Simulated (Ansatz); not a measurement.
## A convergence test on AgCl (Fm-3m): k mesh of the density

Aim: see how gap, energy and time of AgCl (Fm-3m) follow the k mesh of the density.

Method: DFT, PBE, plane waves, PAW, in Ansatz 0.2.0.

## Step 1: The starting structure

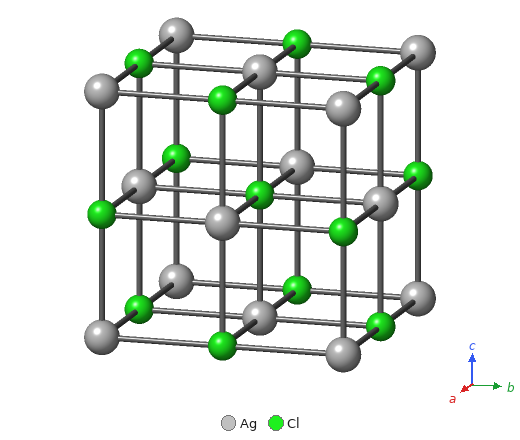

The cell as given, slightly off an axis (silver light grey, chlorine green). This picture shows the conventional cell, with its axes. Some periodic images of atoms are drawn too.

The cell and positions are those that the Materials Project relaxed with its own functionals (PBE, PBE+U or r2SCAN), kept fixed. The default PAW set here is soft_2. Its files were made with PBE.

## Step 2: k mesh of the density: 2×2×2

Input file input.yaml:

```yaml
crystal:
  lattice:
    - [0.0, 2.7726629968, 2.7726629968]
    - [2.7726629968, 0.0, 2.7726629968]
    - [2.7726629968, 2.7726629968, 0.0]
  atoms:
    - { symbol: Ag, position: [0.0, 0.0, 0.0] }
    - { symbol: Cl, position: [0.5, 0.5, 0.5] }
kpoints:
  mp_grid: { grid: [2, 2, 2] }
  band_path:
    path:
      - [0.0, 0.0, 0.0]
      - [0.5, 0.0, 0.5]
      - [0.625, 0.25, 0.625]
      - [0.375, 0.375, 0.75]
      - [0.5, 0.5, 0.5]
      - [0.5, 0.25, 0.75]
      - [0.0375, 0.0375, 0.075]
    npoints: 1
hamiltonian:
  xc: pbe
scf:
  occupations: { method: fixed }
  n_extra_bands: 4
output:
  eigenvalues: true
```

Run with:

```
$ ansatz run input.yaml --threads 3 --pin off --max-ram 92160MiB --backend cuda --events-out ev --progress --plain --runs-dir out --devices 1 --max-vram 13GiB
```

Numbers of over 12 decimals in the logs are rounded to 6 here.

The program printed:

```text
scf.n_extra_bands = 4 over 13 filled bands (N_el = 26.0): the run solves 17 bands
GPUs: using 1 of 1 available (devices: 1).
Engine: ansatz 0.2.0, x86_64-unknown-linux-gnu
Pseudopotentials: kind: paw
Pseudopotential: Ag, paw, valence charge 19, recommended cutoff 420 eV (normal), Ag.paw.azcp
Pseudopotential: Cl, paw, valence charge 7, recommended cutoff 420 eV (normal), Cl.paw.azcp
Functional definition: PBE
  parameter kappa = 0.804
  parameter beta = 0.066725
  exchange = pbe_x(kappa = kappa, mu = beta*pi^2/3)
  correlation = pbe_c(beta = beta)
device memory: the entry about to start is reckoned to put 1.3 GiB on a device that reports 31.8 GiB free (of which the cap on the GPU budget leaves the run 13.0 GiB)
GPU FFT provider: cuFFT
GPU libraries: cuBLAS 13.8.2, cuFFT 12.4.0, cuSOLVER 12.3.4
Crystal: 2 atoms, lattice volume = 42.631 Å³
Basis set: ecut = 420 eV, 869 PW (Γ)
Bands: 17, of which v1, the nominal top of the filled ones, is band 13 counted from 1 (12 counted from 0)
Symmetry: 48 space group operations
Space group: Fm-3m (ITA 225), of the structure as read, at distance tolerance 3.5e-5 Å
k-points: 3 of 8
Non-local potential: Ag, projectors of the file, l = 0: 3, l = 1: 2, l = 2: 2, l = 3: 1
Non-local potential: Cl, projectors of the file, l = 0: 2, l = 1: 2, l = 2: 2
PAW form: soft (Blöchl's): semilocal exchange-correlation on the pseudo side does not see the compensation charge
PAW one-centre angular grid: Ag, 590 points (default); XC on 64 Gauss nodes
PAW one-centre angular grid: Cl, 110 points (default); XC on 64 Gauss nodes
Initial density: superposition of atomic densities (neutral atoms: chi_scale 0, normalization atom), corrected by the library's trained network
Initial wavefunctions: pseudopotential atomic-orbital guess
GPU buffer pool allocated for 19683 grid points (all kernels)
GPU transforms: local potential and band sums: pruned to the plane-wave sphere, on 25×27×27
Functional: x = pbe(κ = 0.804, μ = 0.219515), c = pbe(β = 0.066725)
SCF iter   1: F=—  HF=-8670.198585 eV  |F-HF|=—  |Δ(HF+E_count)|=         —  Δρ=1.08e-2  dr2=7.81e-2  ethr=1.77e-3  ⟨swp⟩=4.0  Hψ=200  notcnv=0  defer=3
preconditioner: auto → none  [insulator: Δε(μ)=0.906 eV  Ē_g=11.006 eV  n_scr=14 (ndim 8)  ℏωp=24.1 eV  f_vac=0.036  ε∞_Penn≈5.8]
SCF iter   2: F=—  HF=-8670.173366 eV  |F-HF|=—  |Δ(HF+E_count)|=   2.52e-2  Δρ=3.09e-3  dr2=2.55e-3  ethr=3.01e-4  ⟨swp⟩=2.0  Hψ=107  notcnv=0  defer=4
SCF iter   3: F=—  HF=-8670.173526 eV  |F-HF|=—  |Δ(HF+E_count)|=   1.60e-4  Δρ=1.39e-3  dr2=4.76e-4  ethr=9.82e-6  ⟨swp⟩=2.0  Hψ=75  notcnv=0  defer=4
SCF iter   4: F=—  HF=-8670.173710 eV  |F-HF|=—  |Δ(HF+E_count)|=   1.84e-4  Δρ=8.62e-4  dr2=2.70e-4  ethr=1.83e-6  ⟨swp⟩=2.0  Hψ=87  notcnv=0  defer=4
SCF iter   5: F=—  HF=-8670.173723 eV  |F-HF|=—  |Δ(HF+E_count)|=   1.29e-5  Δρ=1.81e-4  dr2=1.25e-5  ethr=1.04e-6  ⟨swp⟩=2.3  Hψ=80  notcnv=0  defer=2
SCF iter   6: F=—  HF=-8670.173717 eV  |F-HF|=—  |Δ(HF+E_count)|=   5.45e-6  Δρ=1.30e-5  dr2=6.97e-8  ethr=3.85e-10  ⟨swp⟩=3.3  Hψ=232  notcnv=0
SCF iter   7: F=-8670.173717 eV  HF=-8670.173717 eV  |F-HF|=4.93e-10  |Δ(HF+E_count)|=   3.28e-8  Δρ=9.65e-7  dr2=3.35e-10  ethr=2.68e-10  ⟨swp⟩=1.0  Hψ=140  notcnv=0
SCF 1 converged in 7 iterations: F = -8670.173717 eV  dr2 = 3.35e-10
[...]
device memory: the entry about to start is reckoned to put 0.8 GiB on a device that reports 40.5 GiB free (of which the cap on the GPU budget leaves the run 13.0 GiB)
NSCF: frozen V_eff on 7 k-points
SCF converged after 7 iterations
Free energy (F): -8670.173717 eV
Harris-Foulkes:  -8670.173717 eV  (|F-HF|=4.93e-10)
Internal energy: -8670.173717 eV  (E = F + TS)
E sigma→0 (E₀):  -8670.173717 eV
Fermi energy:    8.304353 eV
--- Per-component energies (eV) ---
  E_band       = -354.338617
  E_kinetic    = 692.392636
  E_local      = -3215.281929  (includes V_loc(G=0)·N_el)
  E_nonlocal   = 113.556571
  E_hartree    = 1412.387409
  E_xc         = -290.321023
  E_vxc        = -354.614546  (∫ρ·V_xc dr)
  E_paw        = -4565.907547  (= ΣΔE_a)
  E_vpaw       = -415.165956  (= ΣTr[D̂ρ^β])
  E_aug_tail   = 0.000407  (compensation charges beyond the density's cutoff)
  E_ewald      = -2817.000242
  E_smearing   = -0.000000  (= −TS)
  E_closure    = 0.000000  (closes the sum)
  Σ components = -8670.173717   (vs F -8670.173717, Δ=0.00e0)
--- Band table (eV) ---
  k-point 0: bands = [... 9 lower, 5.7492, 6.1001, 6.1001, 6.1001, 9.1257, 18.9382, 18.9382, 18.9382]
  k-point 1: bands = [... 9 lower, 6.0598, 6.4031, 8.3044, 8.3044, 12.4421, 14.8179, 15.8049, 15.8049]
  k-point 2: bands = [... 9 lower, 5.9377, 6.1769, 6.1769, 6.2906, 10.5281, 16.1838, 16.9497, 19.7457]
```

The job ended after 4.1 s (1 × NVIDIA H100 80GB HBM3 (shared by 6 runs) with 3 threads of AMD EPYC 7R13 (Zen 3), shared host; peak memory 0.88 GiB).

The column dr2 measures how far the density is from self-consistency, as an energy; F and HF (Harris–Foulkes) agree once it is small.

This step gave:

```yaml
gap: 0.8214 eV
valence_top_at: L
conduction_bottom_at: Γ
least_direct_gap: 2.913 eV
```

The gap is indirect, with the least direct gap 2.09 eV higher.

## Step 3: k mesh of the density: 4×4×4

Changes to input.yaml since step 2:

```diff
@@ -9,3 +9,3 @@
 kpoints:
-  mp_grid: { grid: [2, 2, 2] }
+  mp_grid: { grid: [4, 4, 4] }
   band_path:
```

The program printed:

```text
[...]
GPUs: using 1 of 1 available (devices: 1).
[...]
GPU FFT provider: cuFFT
GPU libraries: cuBLAS 13.8.2, cuFFT 12.4.0, cuSOLVER 12.3.4
Crystal: 2 atoms, lattice volume = 42.631 Å³
Basis set: ecut = 420 eV, 869 PW (Γ)
Bands: 17, of which v1, the nominal top of the filled ones, is band 13 counted from 1 (12 counted from 0)
[... 1 set-up line as in the run before ...]
[...]
k-points: 8 of 64
[...]
E sigma→0 (E₀):  -8670.878537 eV
Fermi energy:    8.119700 eV
[...]
--- Band table (eV; the first three rows and the last of 8) ---
  k-point 0: bands = [... 9 lower, 5.7119, 5.8030, 5.8030, 5.8030, 9.0275, 18.8136, 18.8136, 18.8136]
  k-point 1: bands = [... 9 lower, 5.8506, 6.1103, 7.3183, 7.3183, 11.0574, 15.8995, 17.2364, 17.2364]
  k-point 2: bands = [... 9 lower, 6.0373, 6.3520, 8.1197, 8.1197, 12.3499, 14.6603, 15.7245, 15.7245]
  k-point 7: bands = [... 9 lower, 6.1246, 6.1561, 6.1567, 6.9376, 12.3096, 15.9826, 15.9826, 16.1006]
[key lines of the parts left out:]
SCF converged after 6 iterations
Free energy (F): -8670.878537 eV
```

Run time: 3 s. Hardware: 1 × NVIDIA H100 80GB HBM3 (shared by 6 runs) with 3 threads; peak memory 0.89 GiB; 4.1 s of CPU time.

This step gave:

* gap: 0.9078 eV
* valence top at: L
* conduction bottom at: Γ
* least direct gap: 3.004 eV

The gap is 0.908 eV, +0.086 eV from the run before at this level.

## Step 4: k mesh of the density: 8×8×8 (the default)

input.yaml, the sections that differ from step 3:

```yaml
kpoints:
  mp_grid: { grid: [8, 8, 8] }
  band_path:
    path:
      - [[0.0, 0.0, 0.0], [0.5, 0.0, 0.5], [0.625, 0.25, 0.625]]
      - [[0.375, 0.375, 0.75], [0.0, 0.0, 0.0], [0.5, 0.5, 0.5], [0.5, 0.25, 0.75], [0.5, 0.0, 0.5]]
    npoints: 10
scf:
  occupations: { method: fermi_dirac, width: 0.02 }
  n_extra_bands: 4
output:
  eigenvalues: true
  write_density: true
  write_potential: true
  elf: true
  volumetric_format: npy
# crystal, hamiltonian: as in step 3
```

The program printed:

```text
[...]
GPUs: using 1 of 1 available (devices: 1).
[...]
GPU FFT provider: cuFFT
GPU libraries: cuBLAS 13.8.2, cuFFT 12.4.0, cuSOLVER 12.3.4
Crystal: 2 atoms, lattice volume = 42.631 Å³
Basis set: ecut = 420 eV, 869 PW (Γ)
Bands: 17, of which v1, the nominal top of the filled ones, is band 13 counted from 1 (12 counted from 0)
[... 1 set-up line as in the run before ...]
[...]
k-points: 29 of 512
[...]
E sigma→0 (E₀):  -8670.890950 eV
Fermi energy:    8.592600 eV
[...]
--- Band table (eV; the first three rows and the last of 29) ---
  k-point 0: bands = [... 9 lower, 5.7091, 5.7917, 5.7917, 5.7917, 9.0234, 18.8086, 18.8086, 18.8086]
  k-point 1: bands = [... 9 lower, 5.7228, 5.9563, 6.5499, 6.5499, 9.7353, 17.5209, 18.5099, 18.5099]
  k-point 2: bands = [... 9 lower, 5.8485, 6.1069, 7.3108, 7.3108, 11.0516, 15.8953, 17.2327, 17.2327]
  k-point 28: bands = [... 9 lower, 6.1212, 6.1529, 6.1546, 6.9330, 12.3054, 15.9766, 15.9766, 16.0973]
[key lines of the parts left out:]
SCF converged after 6 iterations
Free energy (F): -8670.890950 eV
```

It took 10 s on 1 × NVIDIA H100 80GB HBM3 (shared by 6 runs) with 3 threads; peak memory 0.9 GiB.

Numbers from this step:

```yaml
gap: 0.9114 eV
valence_top_at: L
conduction_bottom_at: Γ
least_direct_gap: 3.007 eV
```

The gap is 0.911 eV, +0.004 eV from the run before at this level.

## Step 5: k mesh of the density: 10×10×10

input.yaml, the sections that differ from step 4:

```yaml
kpoints:
  mp_grid: { grid: [10, 10, 10] }
  band_path:
    path:
      - [0.0, 0.0, 0.0]
      - [0.5, 0.0, 0.5]
      - [0.625, 0.25, 0.625]
      - [0.375, 0.375, 0.75]
      - [0.5, 0.5, 0.5]
      - [0.5, 0.25, 0.75]
      - [0.0375, 0.0375, 0.075]
    npoints: 1
scf:
  occupations: { method: fixed }
  n_extra_bands: 4
output:
  eigenvalues: true
# crystal, hamiltonian: as in step 4
```

The program printed:

```text
[...]
GPUs: using 1 of 1 available (devices: 1).
[...]
GPU FFT provider: cuFFT
GPU libraries: cuBLAS 13.8.2, cuFFT 12.4.0, cuSOLVER 12.3.4
Crystal: 2 atoms, lattice volume = 42.631 Å³
Basis set: ecut = 420 eV, 869 PW (Γ)
Bands: 17, of which v1, the nominal top of the filled ones, is band 13 counted from 1 (12 counted from 0)
[... 1 set-up line as in the run before ...]
[...]
k-points: 47 of 1000
[...]
E sigma→0 (E₀):  -8670.890986 eV
Fermi energy:    8.111956 eV
[...]
--- Band table (eV; the first three rows and the last of 47) ---
  k-point 0: bands = [... 9 lower, 5.7090, 5.7917, 5.7917, 5.7917, 9.0234, 18.8086, 18.8086, 18.8086]
  k-point 1: bands = [... 9 lower, 5.7051, 5.9285, 6.3893, 6.3893, 9.5066, 17.8660, 18.6551, 18.6551]
  k-point 2: bands = [... 9 lower, 5.7930, 6.0424, 7.0194, 7.0194, 10.5193, 16.5023, 17.7821, 17.7821]
  k-point 46: bands = [... 9 lower, 6.1509, 6.1546, 6.1679, 6.8871, 12.0390, 15.8927, 16.1371, 16.4715]
[key lines of the parts left out:]
SCF converged after 6 iterations
Free energy (F): -8670.890986 eV
```

Elapsed: 4.3 s, on 1 × NVIDIA H100 80GB HBM3 (shared by 6 runs) with 3 threads; peak memory 0.89 GiB; 4.8 s of CPU time.

This step gave:

```yaml
gap: 0.9114 eV
valence_top_at: L
conduction_bottom_at: Γ
least_direct_gap: 3.007 eV
```

The gap is 0.911 eV, as in the run before at this level.

## Step 6: The series

Differences are against the last row; a negative gap means that bands overlap, and a run with a band path holds that path's time. Times are wall times on 1 × NVIDIA H100 80GB HBM3 (shared by 6 runs) with 3 threads of AMD EPYC 7R13 (Zen 3), shared host, good to a factor of about two.

```
k mesh of the density  gap (eV)  direct gap (eV)  gap error (eV)  energy error (meV/atom)  irreducible k   time
                2×2×2     0.821            2.913          −0.090                   +358.6              3  4.1 s
                4×4×4     0.908            3.004          −0.004                     +6.2              8    3 s
                8×8×8     0.911            3.007          +0.000                     +0.0             29   10 s
             10×10×10     0.911            3.007          +0.000                     +0.0             47  4.3 s
```

## Step 7: Outcome

```yaml
2x2x2: 0.821 eV
4x4x4: 0.908 eV
8x8x8: 0.911 eV
10x10x10: 0.911 eV
```

The gap holds to 0.02 eV from 4×4×4 on. At 2×2×2 the gap is off by −0.090 eV and the energy by +359 meV/atom. The gap is read over the mesh and added points near the edges, so meshes differ mainly through the density and, for a hybrid, the exchange operator.

[Paths, hosts, dates, memory and timing lines, banners, echoed tables and standing remarks are left out of the program output.]

[Logs are printed without paths, hosts, clocks, repeated set-up lines and the standing remarks that a program may print on its own settings, such as how far it seeks lower states.]

[Runs of the session that timed out or met a known fault of the program may be left out.]

[Cells called generated may have been cut or substituted from an entry of the Crystallography Open Database or the Materials Project.]

[Hosts, paths, dates, database ids (printed as entryN), source tags and the programs' standing remarks are cut or masked in the printed files.]
